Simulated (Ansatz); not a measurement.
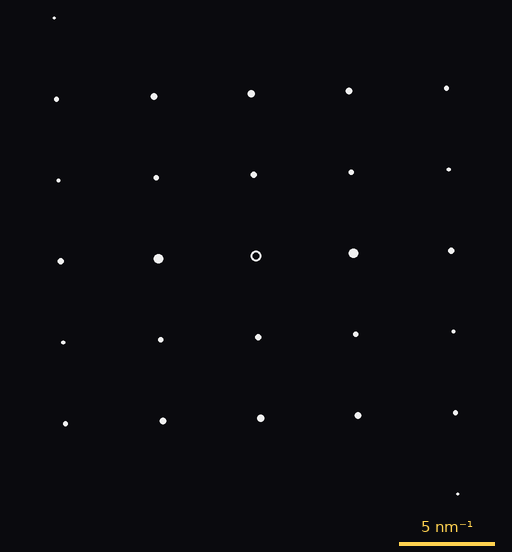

Kinematic zone-axis pattern, calculated for 200 keV electrons with B = 0.8 Å².

It belongs to Ni, space group P6/mmm (No. 191), a = 3.89 Å, c = 2.34 Å (hexagonal axes). Structure: the end point of a relaxation with DFT, LDA (PW92), plane waves (420 eV) with PAW, scalar-relativistic in Ansatz; the starting structure was generated, so it need not be a known form of this composition.

### Measure the pattern against the scale bar and name the zone.

The spots form a rectangular net whose two shortest vectors correspond to d = 2.34 Å and 1.94 Å, 90.0° apart. They index as 0 0 1 and 1 -2 0, so the zone axis is [210] (or an equivalent direction of <210>).
